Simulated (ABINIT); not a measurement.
# Dielectric function and optical constants of BN

Wanted: where BN starts to absorb, how strongly, and its refractive index. The cell comes from an older database entry, whose edges can differ from later determinations, mostly by under a per cent.

Calculated with ABINIT 10.8.3; DFT, PBE, plane waves with norm-conserving potentials (PseudoDojo), scalar-relativistic, independent-particle linear optical response without local fields.

The database entry behind the starting cell has ideal inner coordinates that were not refined, so it need not match the best structure at ambient conditions.

### 1. The starting structure

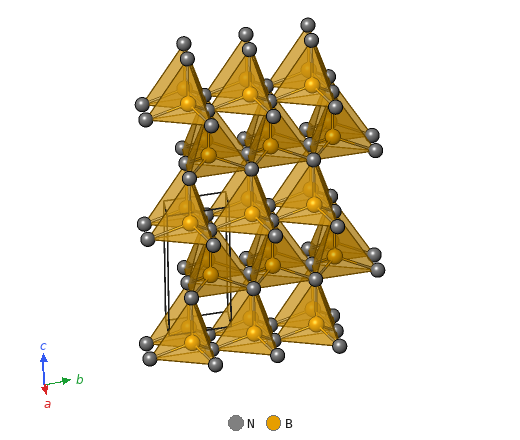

The cell as given, slightly off an axis (nitrogen grey, boron orange). 2×3×2 cells are drawn. Some periodic images of atoms are drawn too.

Coordinates:

```cif
data_structure
_symmetry_space_group_name_H-M 'P6_3mc'
_symmetry_Int_Tables_number 186
_cell_length_a 2.5360
_cell_length_b 2.5360
_cell_length_c 4.1990
_cell_angle_alpha 90.000
_cell_angle_beta 90.000
_cell_angle_gamma 120.000
_cell_volume 23.39
loop_
_atom_site_label
_atom_site_type_symbol
_atom_site_symmetry_multiplicity
_atom_site_Wyckoff_symbol
_atom_site_fract_x
_atom_site_fract_y
_atom_site_fract_z
_atom_site_occupancy
N1 N 2 b 0.33333 0.66667 0.87500 1
B1 B 2 b 0.33333 0.66667 0.50000 1
```

### 2. Ground state, bands and velocity matrix elements

First the ground state: is it a metal or has it a gap?

This step: DFT, PBE, plane waves with norm-conserving potentials (PseudoDojo), scalar-relativistic, ground state, bands at fixed density and velocity matrix elements (ABINIT 10.8.3).

Input file run.abi:

```
# ground state, bands on a dense mesh, and the derivatives d/dk of the wave functions
ndtset 3

ngkpt1 10 10 5
shiftk1 0.0 0.0 0.0
tolvrs1 1.0d-12
nband1 12
prtden1 1

iscf2 -2
getden2 1
ngkpt2 14 14 8
shiftk2 0.0 0.0 0.0
kptopt2 1
nband2 24
nbdbuf2 4
tolwfr2 1.0d-14

optdriver3 8
wfk_task3 "wfk_ddk"
prtevk3 1
getwfk3 2
getden3 1
iscf3 -2
ngkpt3 14 14 8
shiftk3 0.0 0.0 0.0
kptopt3 1
nband3 24

nshiftk 1
occopt 3
tsmear 0.001837
ecut 45.0
nstep 80
iomode 3
chksymbreak 0
chkprim 0
chksymtnons 0
acell 3*1.0 Angstrom
rprim
  2.536000000002 0.000000000000 0.000000000000
  -1.268000000001 2.196240423999 0.000000000000
  0.000000000000 0.000000000000 4.199000000000
natom 4
ntypat 2
znucl 7 5
typat 1 1 2 2
xred
  0.333333333333 0.666666666667 0.875000000000
  0.666666666667 0.333333333333 0.375000000000
  0.333333333333 0.666666666667 0.500000000000
  0.666666666667 0.333333333333 0.000000000000
pseudos "N.upf, B.upf"
```

Started as:

```sh
mpirun -n 4 abinit run.abi
```

Numbers of over 12 decimals in the logs are rounded to 6 here.

The program printed:

```text
DATASET    1 : space group P6_3 m c (#186); Bravais hP (primitive hexag.)
 DATASET    2 : space group P6_3 m c (#186); Bravais hP (primitive hexag.)
 DATASET    3 : space group P6_3 m c (#186); Bravais hP (primitive hexag.)
            ngfft          30      30      48
                         0.01200    0.02400    0.02400    0.02400    0.01200    0.02400
                         0.01200    0.01200    0.00400    0.02400    0.02400    0.02400
                         0.02400    0.01200    0.02400    0.04800    0.04800    0.04800
                         0.02400    0.04800    0.02400    0.02400    0.00400    0.02400
                         0.02400    0.02400    0.02400    0.01200    0.02400    0.04800
                         0.04800    0.04800    0.02400    0.04800    0.02400    0.02400
                         0.00383    0.00191    0.00383    0.00765    0.00765    0.00765
                         0.00765    0.00765    0.00383    0.00765    0.00765    0.00765
                         0.00383    0.00383    0.00765    0.00765    0.00383    0.00383
                         0.00128    0.00765    0.00765    0.00765    0.00765    0.00765
                         0.00765    0.00383    0.00765    0.01531    0.01531    0.01531
                         0.01531    0.01531    0.00765    0.01531    0.01531    0.01531
                         0.00765    0.00765    0.01531    0.01531    0.00765    0.00765
                         0.00383    0.00191    0.00383    0.00765    0.00765    0.00765
                         0.00765    0.00765    0.00383    0.00765    0.00765    0.00765
                         0.00383    0.00383    0.00765    0.00765    0.00383    0.00383
[...]
== DATASET  1 ==================================================================
 Real(R)+Recip(G) space primitive vectors, cartesian coordinates (Bohr,Bohr^-1):
 R(1)=  4.7923455  0.0000000  0.0000000  G(1)=  0.2086661  0.1204734  0.0000000
 R(2)= -2.3961727  4.1502929  0.0000000  G(2)=  0.0000000  0.2409468  0.0000000
 R(3)=  0.0000000  0.0000000  7.9349600  G(3)=  0.0000000  0.0000000  0.1260246
 Unit cell volume ucvol=  1.5782348E+02 bohr^3
 Angles (23,13,12)=  9.00000000E+01  9.00000000E+01  1.20000000E+02 degrees
 getcut: wavevector=  0.0000  0.0000  0.0000  ngfft=  30  30  48
     iter   Etot(hartree)      deltaE(h)  residm     vres2
 ETOT  1  -26.714805733994    -2.671E+01 1.226E-01 2.277E+02
 ETOT  2  -26.750149617425    -3.534E-02 2.458E-02 1.564E+02
 ETOT  3  -26.802230038047    -5.208E-02 1.524E-02 4.694E-01
 ETOT  4  -26.802413159028    -1.831E-04 6.122E-03 8.793E-03
 ETOT  5  -26.802415052387    -1.893E-06 1.945E-03 9.242E-05
 ETOT  6  -26.802415062720    -1.033E-08 1.993E-03 1.504E-06
 ETOT  7  -26.802415062960    -2.406E-10 8.568E-04 1.463E-08
 ETOT  8  -26.802415062963    -2.348E-12 5.523E-04 2.156E-10
 ETOT  9  -26.802415062963    -2.167E-13 4.874E-04 2.236E-12
 ETOT 10  -26.802415062963     3.908E-14 1.749E-04 1.838E-14
 At SCF step   10       vres2   =  1.84E-14 < tolvrs=  1.00E-12 =>converged.
 Cartesian components of stress tensor (hartree/bohr^3)
  sigma(1 1)= -2.73188670E-04  sigma(3 2)=  0.00000000E+00
  sigma(2 2)= -2.73188670E-04  sigma(3 1)=  0.00000000E+00
  sigma(3 3)= -2.29445624E-04  sigma(2 1)=  0.00000000E+00
 Mean square residual over all n,k,spin=   15.660E-07; max=  17.492E-05
 Fermi (or HOMO) energy (hartree) =   0.36394   Average Vxc (hartree)=  -0.47604
 Eigenvalues (hartree) for nkpt=  42  k points:
 kpt#   1, nband= 12, wtk=  0.00200, kpt=  0.0000  0.0000  0.0000 (reduced coord)
  -0.44069   -0.28635   -0.09170    0.23407    0.23407    0.30341    0.31250    0.31250
   0.62501    0.62501    0.63131    0.67115
   2.00000    2.00000    2.00000    2.00000    2.00000    2.00000    2.00000    2.00000
   0.00000    0.00000    0.00000    0.00000
kinetic             :  1.88907226026692E+01
hartree             :  3.59782702900965E+00
xc                  : -8.76165670463435E+00
Ewald energy        : -2.63954347709457E+01
psp_core            :  1.74336037303814E+00
local_psp           : -1.37328175981413E+01
non_local_psp       : -2.14441599395840E+00
internal            : -2.68024150629627E+01
'-kT*entropy'       :  1.00174142713164E-15
total_energy        : -2.68024150629627E+01
total_energy_eV     : -7.29330868603378E+02
 Cartesian components of stress tensor (hartree/bohr^3)
  sigma(1 1)= -2.73188670E-04  sigma(3 2)=  0.00000000E+00
  sigma(2 2)= -2.73188670E-04  sigma(3 1)=  0.00000000E+00
  sigma(3 3)= -2.29445624E-04  sigma(2 1)=  0.00000000E+00
-Cartesian components of stress tensor (GPa)         [Pressure=  7.6085E+00 GPa]
== DATASET  2 ==================================================================
 Real(R)+Recip(G) space primitive vectors, cartesian coordinates (Bohr,Bohr^-1):
 R(1)=  4.7923455  0.0000000  0.0000000  G(1)=  0.2086661  0.1204734  0.0000000
 R(2)= -2.3961727  4.1502929  0.0000000  G(2)=  0.0000000  0.2409468  0.0000000
 R(3)=  0.0000000  0.0000000  7.9349600  G(3)=  0.0000000  0.0000000  0.1260246
 Unit cell volume ucvol=  1.5782348E+02 bohr^3
 Angles (23,13,12)=  9.00000000E+01  9.00000000E+01  1.20000000E+02 degrees
 getcut: wavevector=  0.0000  0.0000  0.0000  ngfft=  30  30  48
 Mean square residual over all n,k,spin=   44.549E-16; max=  99.969E-16
 Eigenvalues (hartree) for nkpt= 120  k points:
 kpt#   1, nband= 24, wtk=  0.00064, kpt=  0.0000  0.0000  0.0000 (reduced coord)
  -0.44069   -0.28635   -0.09170    0.23407    0.23407    0.30341    0.31250    0.31250
   0.62501    0.62501    0.63131    0.67115    0.71651    0.75511    0.75511    0.91219
   1.11731    1.11731    1.11744    1.21020    1.26757    1.29341    1.29341    1.36394
== DATASET  3 ==================================================================
            ngfft          30      30      48
[...]
0.00765    0.00765    0.01531    0.01531    0.00765    0.00765
                         0.00383    0.00191    0.00383    0.00765    0.00765    0.00765
                         0.00765    0.00765    0.00383    0.00765    0.00765    0.00765
                         0.00383    0.00383    0.00765    0.00765    0.00383    0.00383
                         0.00128    0.00765    0.00765    0.00765    0.00765    0.00765
                         0.00765    0.00383    0.00765    0.01531    0.01531    0.01531
                         0.01531    0.01531    0.00765    0.01531    0.01531    0.01531
                         0.00765    0.00765    0.01531    0.01531    0.00765    0.00765
[shortened to cell, iterations, levels, energies and stress; the echo of variables, forces, comments, warnings and credits are left out]
```

The job ended after 40 s (4 MPI ranks of Arm Neoverse V1, shared host; peak memory 0.11 GiB).

This step gave:

* total energy: -26.80 Ha
* gap on the k-mesh: 5.384 eV
* direct gap on the mesh: 8.419 eV

There is a gap, 5.38 eV on this mesh (points off the mesh can give less), so no carriers' term is needed.

### 3. Optical response

With the density converged, the vertical transitions are summed over the zone.

This step: DFT, PBE, plane waves with norm-conserving potentials (PseudoDojo), scalar-relativistic, independent-particle linear optical response without local fields (ABINIT 10.8.3).

Input file optic.abi:

```
&FILES
 ddkfile_1 = 'runo_DS3_1_EVK.nc',
 ddkfile_2 = 'runo_DS3_2_EVK.nc',
 ddkfile_3 = 'runo_DS3_3_EVK.nc',
 wfkfile = 'runo_DS2_WFK.nc'
/
&PARAMETERS
 broadening = 0.001837,
 domega = 0.0020212,
 maxomega = 0.80849,
 scissor = 0.0,
 tolerance = 0.002,
 nband_sum = 20
/
&COMPUTATIONS
 num_lin_comp = 2,
 lin_comp = 11, 33,
 num_nonlin_comp = 0,
 num_linel_comp = 0,
 num_nonlin2_comp = 0
/
```

Started as:

```sh
optic optic.abi
```

The program printed:

```text

 OPTIC has originally been developed by
 S. Sharma, J. K. Dewhurst and C. Ambrosch-Draxl, Phys. Rev. B 67, 165332 (2003), and
 S. Sharma and C. Ambrosch-Draxl, Physica Scripta T 109 (2004).

 rprimd(bohr)      =   4.79235   0.00000   0.00000
                      -2.39617   4.15029   0.00000
                       0.00000   0.00000   7.93496
 natom             =       4
 nkpt,mband        =     120      24
 ecut              =  45.00000 Ha
 newocc: new Fermi energy is       0.402588 , with nelect=     16.000000, Number of bisection calls: 5
 Fermi level: 10.9550  (eV)

 fermie            =   0.40259 Ha  10.95499 eV
 Scissor shift     =   0.00000 Ha
 Tolerance on closeness to singularities     =   0.00200 Ha
 Smearing factor      =   0.00184 Ha
 Will use the antiresonant approximation (meaning that the antiresonant terms are neglected)
 Will not perform the bands decomposition
 linear coeffs to be calculated :
 11 33
 non-linear coeffs to be calculated :

 electronic part of electro-optic coeffs to be calculated :

 non-linear coeffs (V2) to be calculated :

 linear optic matrix elements will be printed :0
 optic : Call pmat2cart
 No scissor shift to be applied. Returning to main optic routine.
 optic : Call linopt
  linopt            1           1
 calculated the component:           1           1   of dielectric function
  with broadening:         (0.000000,1.83700000000000009E-003)
 and scissors shift:   0.000000
 energy window:   47.246348      eV   1.736271      Ha
  linopt            3           3
 calculated the component:           3           3   of dielectric function
  with broadening:         (0.000000,1.83700000000000009E-003)
 and scissors shift:   0.000000
 energy window:   47.246348      eV   1.736271      Ha
 optic : Call nlinopt
 optic : Call linelop
 optic : Call nonlinopt

================================================================================

 Calculation completed.
-
program: optic
version: 10.8.3
start_datetime:
end_datetime:
overall_cpu_time:           0.3
overall_wall_time:           0.3
mpi_procs: 1
omp_threads: 1
...
```

Wall time 0.74 s (1 thread); peak memory 0.05 GiB.

Read-outs, printed or worked out from the files:

| Item | Value |
| --- | --- |
| electronic dielectric constant ε∞, mean over x, y and z (by symmetry where fewer were run) | 4.562 |

The Im ε has structure finer than the step of the table below, so its rows give means over 1 eV, whole bins alone (the curve runs from 0.0550 to 21.7 eV). Peaks (eV: height): E ∥ x 10.7: 17.3, 11.4: 20.1, 11.8: 15.9, 12.5: 14.0; E ∥ z 9.9: 12.5, 10.5: 18.6, 11.1: 16.5, 11.8: 10.8, 12.5: 12.0, 13.3: 10.3, 13.5: 12.6.

Sum at mesh points, not converged in k; values under the direct gap are tails of Lorentzian lines. Table of Im ε by photon energy; means over each step:

```tsv
photon energy (eV)	E ∥ x	E ∥ z
1	0.00225	0.00255
2	0.00470	0.00534
3	0.00760	0.00872
4	0.0114	0.0132
5	0.0167	0.0198
6	0.0250	0.0308
7	0.0401	0.0532
8	0.0820	0.143
9	0.748	2.53
10	4.63	9.41
11	14.2	13.5
12	12.0	8.57
13	8.12	8.12
14	7.66	8.13
15	6.15	5.05
16	3.88	3.86
17	2.92	2.63
18	2.27	1.70
19	1.83	1.44
20	1.40	1.56
21	1.18	1.28
```

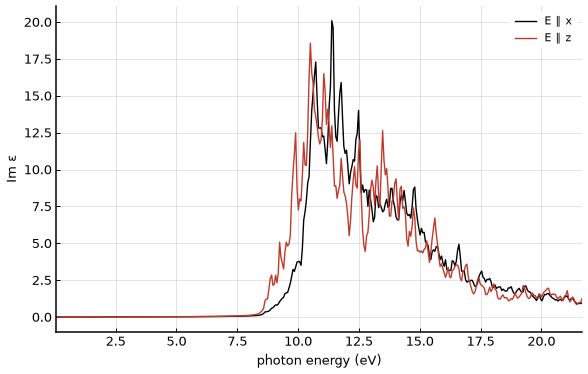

Im ε against photon energy.

The reflectivity at normal incidence has structure finer than the step of the table below, so its rows give means over 1 eV, whole bins alone (the curve runs from 0.0550 to 21.7 eV). Peaks (eV: height): E ∥ x 11.4: 52.8, 12.5: 53.7, 15.3: 54.7, 15.9: 53.7, 16.9: 58.6, 18.0: 53.6, 19.7: 53.6; E ∥ z 14.5: 55.5, 14.8: 56.2, 15.8: 60.0, 16.7: 55.3, 17.2: 63.5, 17.7: 59.1, 18.2: 61.3.

Sum at mesh points, not converged in k. Table of reflectivity at normal incidence by photon energy; means over each step:

```tsv
photon energy (eV)	E ∥ x (%)	E ∥ z (%)
1	13.0	13.6
2	13.2	13.9
3	13.7	14.3
4	14.3	15.0
5	15.2	16.1
6	16.5	17.5
7	18.3	19.8
8	21.2	23.7
9	26.2	30.4
10	34.7	38.1
11	43.1	44.4
12	43.9	37.7
13	42.0	37.5
14	41.2	47.3
15	49.6	47.2
16	48.0	51.4
17	50.2	52.0
18	48.8	52.6
19	45.1	41.2
20	46.5	35.1
21	44.0	39.4
```

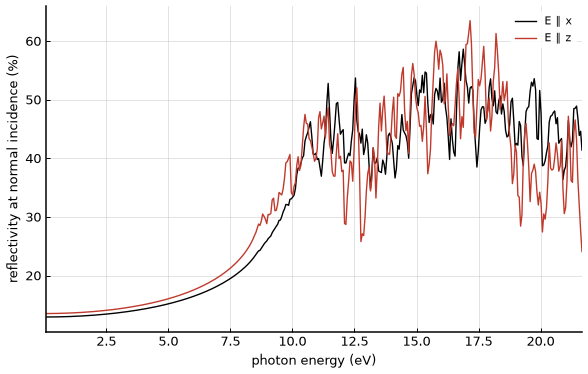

Reflectivity at normal incidence against photon energy.

The loss function −Im 1/ε at q → 0 has structure finer than the step of the table below, so its rows give means over 1 eV, whole bins alone (the curve runs from 0.0550 to 21.7 eV). Peaks (eV: height): E ∥ x 16.3: 0.225, 17.4: 0.290, 19.2: 0.383, 19.9: 0.432, 20.1: 0.499, 20.9: 0.570, 21.2: 0.486; E ∥ z 12.8: 0.218, 17.8: 0.313, 19.1: 0.561, 20.0: 0.589, 20.9: 0.647, 21.2: 0.585, 21.6: 0.892.

Sum at mesh points, not converged in k; values under the direct gap are tails of Lorentzian lines. The loss function −Im 1/ε at q → 0 by energy loss; means over each step:

```tsv
energy loss (eV)	E ∥ x	E ∥ z
1	1.1e-4	1.1e-4
2	2.2e-4	2.3e-4
3	3.4e-4	3.6e-4
4	4.7e-4	5.0e-4
5	6.2e-4	6.6e-4
6	7.9e-4	8.6e-4
7	0.00103	0.00115
8	0.00148	0.00190
9	0.00747	0.0171
10	0.0195	0.0371
11	0.0514	0.0700
12	0.0837	0.115
13	0.122	0.123
14	0.128	0.111
15	0.126	0.153
16	0.176	0.162
17	0.200	0.197
18	0.240	0.255
19	0.314	0.432
20	0.366	0.486
21	0.456	0.509
```

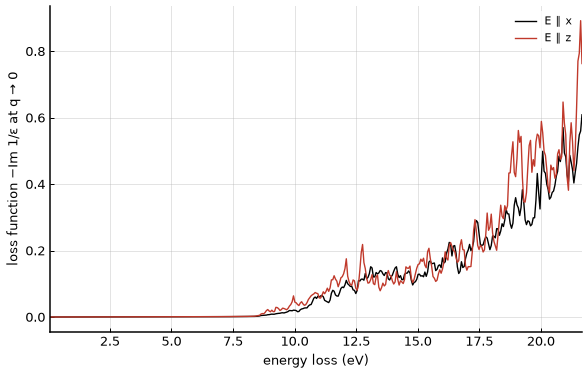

Loss function −Im 1/ε at q → 0 against energy loss.

At chosen wavelengths:

```tsv
wavelength (nm)	n x	k x	R (%) x	1/α x	n z	k z	R (%) z	1/α z
1550	2.13	0.000	13.0	294 µm	2.17	0.000	13.6	265 µm
1064	2.13	0.001	13.0	138 µm	2.17	0.001	13.6	124 µm
800	2.14	0.001	13.1	77 µm	2.18	0.001	13.7	69 µm
633	2.14	0.001	13.2	47 µm	2.19	0.001	13.8	42 µm
532	2.15	0.001	13.4	33 µm	2.19	0.001	14.0	29 µm
248	2.28	0.004	15.2	5.4 µm	2.34	0.004	16.0	4.7 µm
193	2.41	0.006	17.1	2.5 µm	2.50	0.008	18.3	2.0 µm
```

Below the direct gap, k and the depth come from the tails of the Lorentzian lines, not from transitions.

### 4. Outcome

```json
{
 "electronic dielectric constant ε∞, mean over x, y and z (by symmetry where fewer were run) (independent particles)": "4.56"
}
```

What this shows: At this level (PBE, independent particles) BN has a mean ε∞ = 4.56 and n = 2.13 at 1550 nm (E ∥ x). On the mesh the gap is 5.38 eV and the least direct gap 8.42 eV, so on this mesh the band edges lie at different points. The static values by axis are 4.50 (x), 4.68 (z). Excitons and phonon-assisted transitions are missing, and so are local fields; PBE gaps are as a rule too small, which pulls the onset down and ε∞ up. The curves end at 22 eV, about where the summed bands run out. The mesh misses the corner K of the hexagonal zone, so gaps read from it can be too wide where band edges lie there. The sum runs over mesh points 0.20 Å⁻¹ apart with no interpolation, so peaks are partly noise of the mesh and static values carry its error. Besides steps told in other documents, this task had 1 run with a known fault of program or setting; those not told in a step above aren't shown.

[Logs are printed without paths, hosts, clocks, repeated set-up lines and the standing remarks that a program may print on its own settings, such as how far it seeks lower states.]

[Hosts, paths, dates, database ids (printed as entryN), source tags and the programs' standing remarks are cut or masked in the printed files.]
